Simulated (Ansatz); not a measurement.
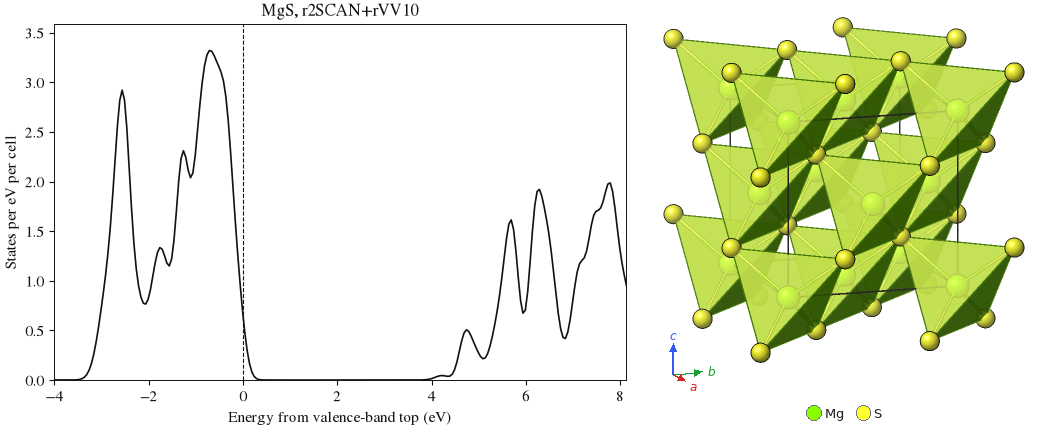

Density of states, beside the structure. Energies are counted from the top of the valence band. The curve is built from the levels of the k mesh with Gaussians 0.3 eV wide, which also blur the band edges.

System: MgS, space group F-43m (No. 216), 2 atoms in the cell; a = 3.99 Å, b = 3.99 Å, c = 3.99 Å, α = 60.00°, β = 60.00°, γ = 60.00°.

Ansatz; DFT, r2SCAN+rVV10, plane waves, PAW, no spin polarisation, 8×8×8 k mesh, 500 eV cutoff.

Q: Is there a gap at the Fermi level, and how wide?

A: There is a gap; over the k points computed it is 4.11 eV (direct among those points).

Q: How wide is the upper valence band?

A: The upper group of valence states starts about 3.2 eV under the valence-band top, with a gap beneath it; it holds about 6 electrons a cell.
